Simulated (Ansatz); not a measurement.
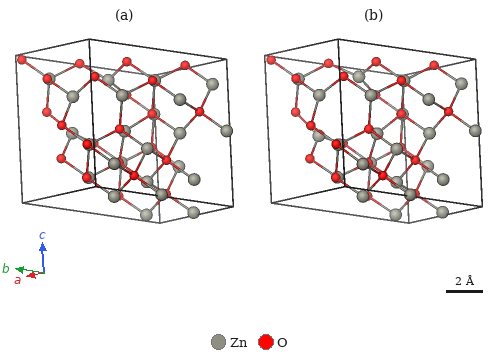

The structure of a defect cell of composition Zn₂₄O₂₃ (cell charge +2) before (left) and after (right) a relaxation, at one scale.

A ball-and-stick model of the cell of the calculation (origin shifted), seen from a free direction.

Case: O vacancy (site b), charge +2, atoms relaxed at the host's cell.

Theory: Ansatz 0.2.0, DFT PBE, scalar-relativistic, plane waves, PAW. Settings: plane-wave cutoff 420 eV; k-point mesh 3 × 3 × 3; occupations gaussian; smearing width 0.01 eV; no spin polarisation; atoms relaxed in a fixed cell; force threshold 0.025 eV/Å; at most 45 steps.

> What changed between the two?

The largest move is that of a Zn atom, 0.26 Å along [−1 −1 −1]. Largest moves by element: Zn 0.26 Å, O 0.02 Å. The cell doesn't change. Among the contacts that change: O–Zn 1.951 → 1.916 Å, O–Zn 2.033 → 2.051 Å, O–Zn 1.988 → 1.971 Å, O–Zn 2.024 → 2.037 Å. Among the angles between lasting bonds that change: Zn–O–Zn 104.6° → 96.8°, Zn–O–Zn 102.5° → 95.2°, Zn–O–Zn 105.1° → 98.2°. After 4 geometry steps the energy has fallen by 0.417 eV per cell of the calculation. The largest force component goes from 0.82 to 0.0029 eV/Å.

Limits of the set-up: the periodic images lie only 8.4 Å apart, so the values are limited by the cell's size; the cell is charged, on a uniform background, and energies carry no finite-size correction.
